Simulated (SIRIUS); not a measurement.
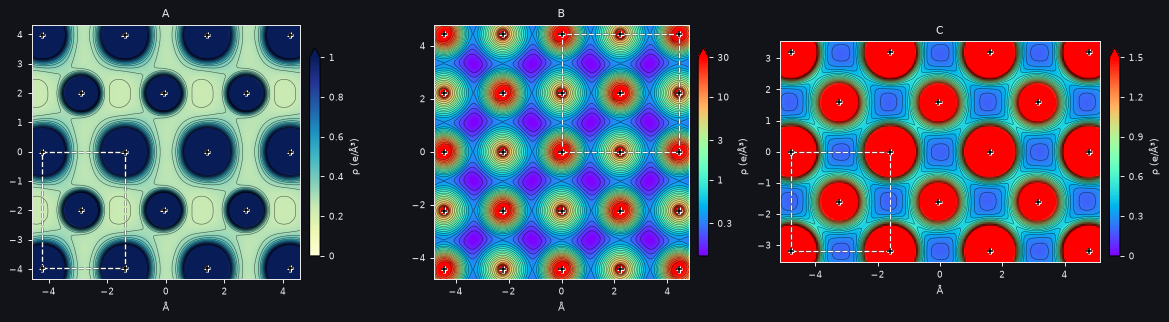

The electron density of 3 systems, each on a plane through atoms (crosses mark nuclei in the plane).

These are results of SIRIUS 7.12.0, Kohn-Sham DFT of a periodic cell, PBEsol, all-electron FP-LAPW, not measurements.

System 1: HfN, the (101) plane of the conventional cell. Space group P1; not relaxed (largest force 1.4 eV/Å).

```
CELL_PARAMETERS angstrom
-2.25600 0.00000 -2.25600
-2.25600 2.25600 0.00000
0.00000 2.25600 -2.25600
ATOMIC_POSITIONS crystal
Hf 0.97645 0.02558 0.98645
N 0.49669 0.48681 0.51365
```

System 2: AlCo, the (110) plane of the conventional cell. Space group P4mm; a structure from a database of computed crystals, not necessarily the ambient phase; not relaxed (largest force 0.6 eV/Å); spin-polarised.

System 3: MnO, the (001) plane of the conventional cell. Space group Fm-3m; a structure from a database of computed crystals, not necessarily the ambient phase; spin-polarised.

```yaml
crystal:
  lattice:
    - [4.44782, 0.00000, 0.00000]
    - [0.00000, 4.44782, 0.00000]
    - [0.00000, 0.00000, 4.44782]
  atoms:
    - { symbol: Mn, position: [0.00000, 0.00000, 0.00000] }
    - { symbol: Mn, position: [0.50000, 0.50000, 0.00000] }
    - { symbol: Mn, position: [0.50000, 0.00000, 0.50000] }
    - { symbol: Mn, position: [0.00000, 0.50000, 0.50000] }
    - { symbol: O, position: [0.50000, 0.00000, 0.00000] }
    - { symbol: O, position: [0.00000, 0.50000, 0.00000] }
    - { symbol: O, position: [0.00000, 0.00000, 0.50000] }
    - { symbol: O, position: [0.50000, 0.50000, 0.50000] }
```

Which map belongs to which system?

Panel A is system 2, AlCo: the plane holds Co and Al. Al–Co (2.40 Å): ρ at the midpoint is about 0.36 e/Å³, with its minimum of 0.31 e/Å³ about 0.9 Å from Al. Panel B is system 3, MnO: the plane holds Mn and O. Mn–O (2.22 Å): ρ at the midpoint is about 0.36 e/Å³. Panel C is system 1, HfN: the plane holds Hf and N. Hf–Hf (3.19 Å): ρ is about 0.19 e/Å³ halfway.
